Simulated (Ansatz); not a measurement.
**W₁₂C: a failed or faulty run and its cure**

System: W₁₂C (slab, 13 atoms in the cell).
Method of run 1: DFT, PBE, plane waves, PAW, PAW set soft_1 (Ansatz 0.2.0).

The structure derives from an entry of the Crystallography Open Database. The input holds or restrains some coordinates. Forces given for the steps count only the free coordinates. Text and figures count atoms from 1; the logs count them from 0 in places.

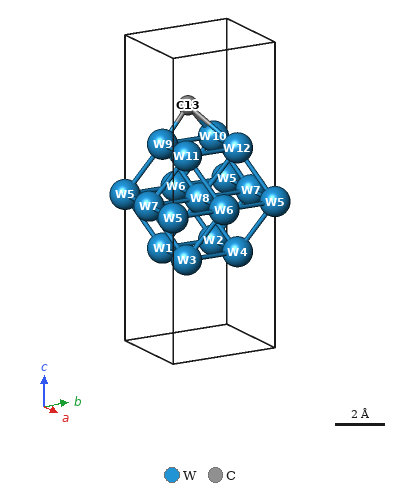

Fig. 1: The structure as given in the input (ball-and-stick view of the cell of the calculation, with the vacuum cut short, seen slightly off an axis; atoms are numbered from 1 in the order of the input). An atom can appear more than once, as a periodic image.

### Input file, run 1
```yaml
crystal:
  lattice:
    - [5.5143287196, 0.0, 0.0]
    - [-1.8381095732, 5.1989589751, 0.0]
    - [0.0, 0.0, 19.8562160745]
  atoms:
    - { symbol: W, position: [0.25, 0.25, 0.201448251] }
    - { symbol: W, position: [0.25, 0.75, 0.201448251] }
    - { symbol: W, position: [0.75, 0.25, 0.201448251] }
    - { symbol: W, position: [0.75, 0.75, 0.201448251] }
    - { symbol: W, position: [0.0, 0.0, 0.3111437104] }
    - { symbol: W, position: [0.0, 0.5, 0.3111437104] }
    - { symbol: W, position: [0.5, 0.0, 0.3111437104] }
    - { symbol: W, position: [0.5, 0.5, 0.3111437104] }
    - { symbol: W, position: [0.25, 0.25, 0.4208362783] }
    - { symbol: W, position: [0.25, 0.75, 0.4208362783] }
    - { symbol: W, position: [0.75, 0.25, 0.4208362783] }
    - { symbol: W, position: [0.75, 0.75, 0.4208362783] }
    - { symbol: C, position: [0.25, 0.5, 0.49436489] }
basis:
  ecutwfc: 420
kpoints:
  mp_grid: { grid: [5, 5, 1] }
hamiltonian:
  xc: pbe
  pseudopotentials: { kind: paw, azcp: { folder: soft_1 } }
scf:
  occupations: { method: gaussian, width: 0.1 }
  mixing: { algorithm: broyden, beta: 1.5, ndim: 1, preconditioner: none }
  max_iter: 75
output:
  forces: true
  eigenvalues: true
relax:
  adjacent_minimum: "off"
  f_tol: 0.025
  max_steps: 16
  constraints:
    - { sites: [0, 1, 2, 3, 4, 5, 6, 7, 8, 9, 10, 11] }
    - { sites: [12], fix: xy }
efield:
  axis: 3
  dipole_correction: true
  ramp_width: 0.04
```

Launched with:
```bash
ansatz run input.yaml --threads 4 --pin off --max-ram 12288MiB --backend cpu --events-out ev --progress --plain --runs-dir out
```

Hardware: 4 threads of Arm Neoverse N1, 98 GiB of memory available, shared host.

### Output (run 1)
```
Error: invalid value for `scf.mixing.beta`: must be finite and in (0, 1]; got 1.5
```

**Diagnose this run and give a change of the input that cures it.**

A setting was made wrong on purpose: mixing far too strong (`scf.mixing`). Undamped mixing lets the charge slosh. The program refused the input: “invalid value for `scf.mixing.beta`: must be finite and in (0, 1]; got 1.5”

A run of the same system that converges differs from this input as follows (lines with − go, lines with + come):
```diff
-  mixing: { algorithm: broyden, beta: 1.5, ndim: 1, preconditioner: none }
-  max_iter: 75
```

### Output, shortened to warnings, some set-up lines, iterations and results (run 2)
```
Basis set: ecut = 420 eV, 11115 PW (Γ), exchange–correlation on 80×80×270 points (8 copies of the dense FFT grid, shifted against one another)
Symmetry: 2 space group operations
k-points: 13 of 25
Initial density: superposition of atomic densities (neutral atoms: chi_scale 0, normalization atom)
[...]
SCF iter   1: F=—  HF=-124875.362540 eV  |F-HF|=—  |Δ(HF+E_count)|=         —  Δρ=4.77e-2  dr2=3.69e1  ethr=3.10e-3  p=0.000 e·Å  D=2.06e-7 V/Å  ΔV_dip=-0.00 eV  …
SCF iter   2: F=—  HF=-124870.800539 eV  |F-HF|=—  |Δ(HF+E_count)|=    4.56e0  Δρ=3.30e-2  dr2=1.08e1  ethr=3.10e-3  p=-0.022 e·Å  D=-6.99e-3 V/Å  ΔV_dip=0.14 eV  …
SCF iter   3: F=—  HF=-124869.068328 eV  |F-HF|=—  |Δ(HF+E_count)|=    1.73e0  Δρ=6.82e-3  dr2=6.06e-1  ethr=3.10e-3  p=-0.070 e·Å  D=-2.24e-2 V/Å  ΔV_dip=0.44 eV  …
SCF iter   4: F=—  HF=-124868.996519 eV  |F-HF|=—  |Δ(HF+E_count)|=   7.18e-2  Δρ=2.38e-3  dr2=6.53e-2  ethr=3.53e-4  p=-0.091 e·Å  D=-2.88e-2 V/Å  ΔV_dip=0.57 eV  …
SCF iter   5: F=—  HF=-124868.988477 eV  |F-HF|=—  |Δ(HF+E_count)|=   8.04e-3  Δρ=8.46e-4  dr2=6.98e-3  ethr=3.80e-5  p=-0.107 e·Å  D=-3.39e-2 V/Å  ΔV_dip=0.67 eV  …
[... 19 lines ...]
SCF iter   2: F=—  HF=-124869.062790 eV  |F-HF|=—  |Δ(HF+E_count)|=   1.18e-5  Δρ=8.31e-6  dr2=1.06e-6  ethr=2.23e-9  p=-0.106 e·Å  D=-3.36e-2 V/Å  ΔV_dip=0.67 eV  …
SCF iter   3: F=—  HF=-124869.062790 eV  |F-HF|=—  |Δ(HF+E_count)|=   3.85e-8  Δρ=3.81e-6  dr2=2.77e-7  ethr=6.19e-10  p=-0.106 e·Å  D=-3.36e-2 V/Å  ΔV_dip=0.67 eV  …
SCF iter   4: F=-124869.062790 eV  HF=-124869.062790 eV  |F-HF|=1.12e-8  |Δ(HF+E_count)|=   3.96e-8  Δρ=1.35e-6  dr2=3.06e-8  ethr=5.81e-11  p=-0.106 e·Å  D=-3.36e-2 V/Å  …
SCF 4 converged in 4 iterations: F = -124869.062790 eV  dr2 = 3.06e-8
relax step   4: F+E_penalty+E_count = -124869.06279011 eV  Δ(F+E_penalty+E_count) = -3.636e-6 eV  max|allowed force component| = 1.149e-2 eV/Å  Δτ_max = 0.0000 Å  (4 SCF …
SCF converged after 4 iterations
Free energy (F): -124869.062790 eV
Harris-Foulkes:  -124869.062790 eV  (|F-HF|=1.12e-8)
Internal energy: -124869.005867 eV  (E = F + TS)
E sigma→0 (E₀):  -124869.034329 eV
Entropy (-TS):   -0.056923 eV (-4.379 meV/atom)
Fermi energy:    4.256114 eV
Dipole field:    D = -0.033657 V/Å  (p = -0.105881 e·Å, saw-weighted, corrected)
Work function:   Φ+ = 5.5319 eV   Φ− = 4.8636 eV
Levels:          The Fermi level and band energies are counted from a zero that moves with the ramp; work functions are not
--- Per-component energies (eV) ---
  E_band       = -4022.601208
  E_kinetic    = 5123.524984
  E_local      = -146013.748621  (includes V_loc(G=0)·N_el)
  E_nonlocal   = -275.507765
  E_hartree    = 70958.213766
  E_xc         = -3243.756389
  E_vxc        = -2812.833488  (∫ρ·V_xc dr)
  E_paw        = -103033.317143  (= ΣΔE_a)
  E_vpaw       = -1956.722845  (= ΣTr[D̂ρ^β])
  E_aug_tail   = 0.001796  (compensation charges beyond the density's cutoff)
  E_efield     = 0.001782  (sawtooth field / dipole correction)
  E_vefield    = -3.744223  (∫n·V_field dr)
  E_ewald      = 51615.581722
  E_smearing   = -0.056923  (= −TS)
  E_closure    = 0.000000  (closes the sum)
  Σ components = -124869.062790   (vs F -124869.062790, Δ=0.00e0)
--- Forces (eV/Å), atoms counted from 1 ---
  atom   1  W      0.07943270    -0.04647732    -0.08507918
  atom   2  W     -0.07943270     0.04647732    -0.08507918
  atom   3  W     -0.01698918    -0.16535043     0.05766767
  atom   4  W      0.01698918     0.16535043     0.05766767
  atom   5  W     -0.16415953    -0.44122023    -0.51124346
  atom   6  W     -0.09687830    -0.25426043    -0.37681898
  atom   7  W      0.16415953     0.44122023    -0.51124346
  atom   8  W      0.09687830     0.25426043    -0.37681898
  atom   9  W      0.11395837    -0.71134763     1.00787131
  atom  10  W     -0.11395837     0.71134763     1.00787131
  atom  11  W     -0.29055962     0.11208620    -0.09811543
  atom  12  W      0.29055962    -0.11208620    -0.09811543
  atom  13  C      0.00000000     0.00000000     0.01148921
  max |Σ_I F_I| component: 5.30e-5 eV/Å
--- Relaxed structure (4 steps of the walk, 4 accepted, 0 SCFs on fresh bases) ---
  F+E_penalty+E_count = -124869.06279011 eV   max|allowed force component| = 1.149e-2 eV/Å
  atoms:
    - { symbol: W, position: [0.25, 0.25, 0.20144825100000002] }
    - { symbol: W, position: [0.25, 0.75, 0.20144825100000002] }
    - { symbol: W, position: [0.7499999999999999, 0.25, 0.20144825100000002] }
    - { symbol: W, position: [0.75, 0.75, 0.20144825100000002] }
    - { symbol: W, position: [0.0, 0.0, 0.31114371040000005] }
    - { symbol: W, position: [2.7755575615628914e-17, 0.5, 0.31114371040000005] }
[...]
```

### The two runs side by side

```tsv
quantity	run 1	run 2
outcome	refused	converged
free energy per atom (eV)	–	−9605.3125
gap on the mesh (eV)	–	0.00
work function (eV)	–	5.53
largest force (eV/Å)	–	1.239
SCF iterations	–	21
irreducible k-points	–	13
```

Notes on run 2: Spin–orbit coupling is left out, which matters for W.
